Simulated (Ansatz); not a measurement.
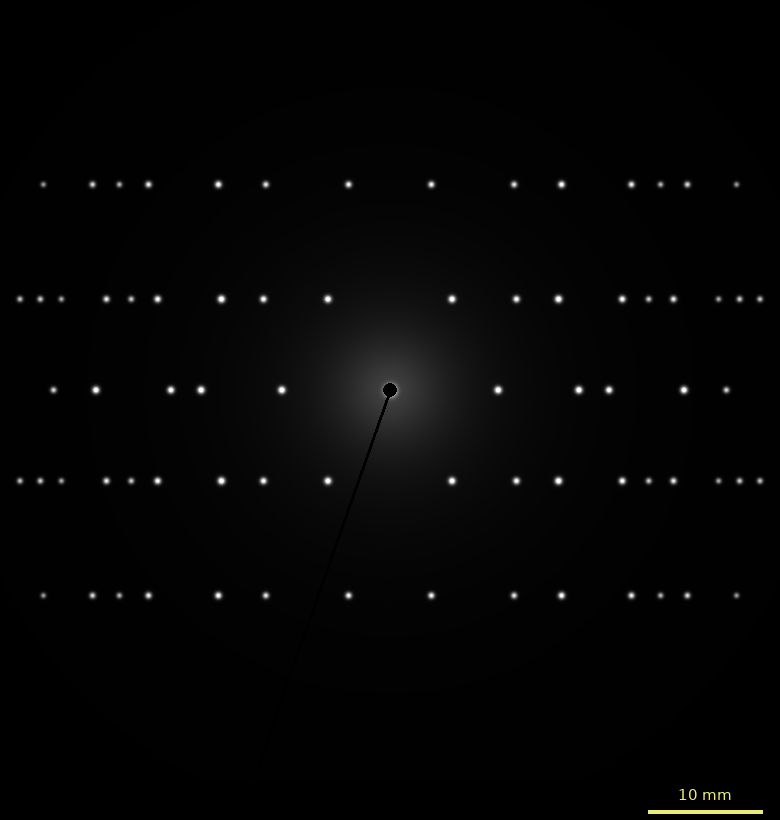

Simulated X-ray rotation photograph: Mo Kα radiation (λ = 0.7107 Å), cylindrical film of radius 30.0 mm unrolled, rotation axis vertical and normal to the beam, kinematic intensities without Lorentz or polarisation factors, the film spanning ±63° about the beam; spots down to d = 0.68 Å.

### Measure the layer lines and find the identity period along the axis.

The first layer line lies 8.0 mm from the equator, so tan ν = 0.268, sin ν = 0.259 and the period is λ/sin ν = 2.74 Å. Further lines follow at 18.2 mm.

The crystal is Ir, space group Im-3m (No. 229), a = 3.17 Å. Structure: the geometry relaxed with DFT, BLYP, plane waves (420 eV) with PAW, scalar-relativistic (Ansatz 0.2.0); the starting structure was generated, so it need not be a known form of this composition.

### About which axis was it rotated?

About [111] (or an equivalent direction), whose length in the conventional cell is 5.485 Å; the I centring shortens the period to 1/2 of it.
